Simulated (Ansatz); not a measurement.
```
Pt Se
1.0
     3.73002    0.00000    0.00000
    -1.86501    3.23029    0.00000
     0.00000    0.00000    5.22496
Pt Se
1 2
Direct
  0.00000 0.00000 0.00000
  0.33333 0.66667 0.24791
  0.66667 0.33333 0.75209
```

Space group P-3m1.

Theory: DFT r2SCAN+D3(BJ), scalar-relativistic, plane waves, PAW in Ansatz.

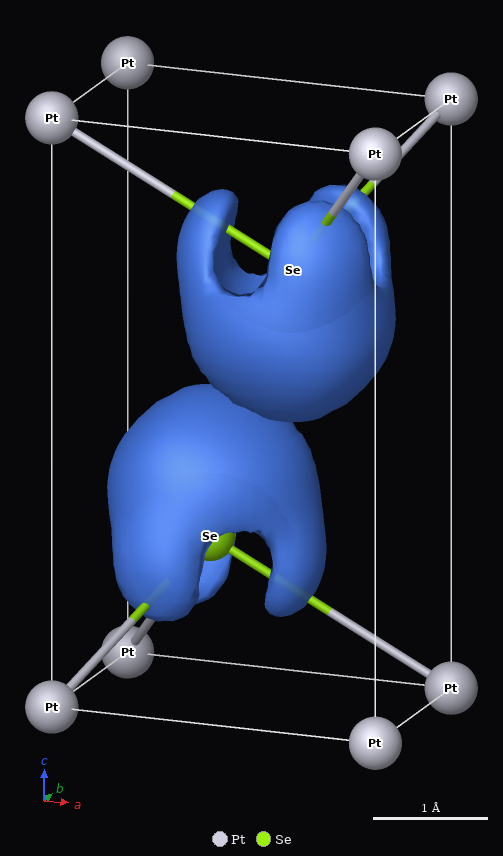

PtSe₂. Isosurface of the electron localisation function at 0.75 (blue), seen slightly off an axis. Only the valence region is drawn (cores and ρ < 0.01 e/Å³ removed). Sticks mark near contacts.

In a PAW calculation such maps are meaningful between the atoms, not at the nuclei.

Where are the electrons localised?

The surface consists of two regions wrapped around Se (the valence shell of each), counted in one cell of 3 atoms. Regions shared between cells count once. Along the contacts the grid gives the following. Pt–Se (2.51 Å): the ELF is about 0.50 at the midpoint.
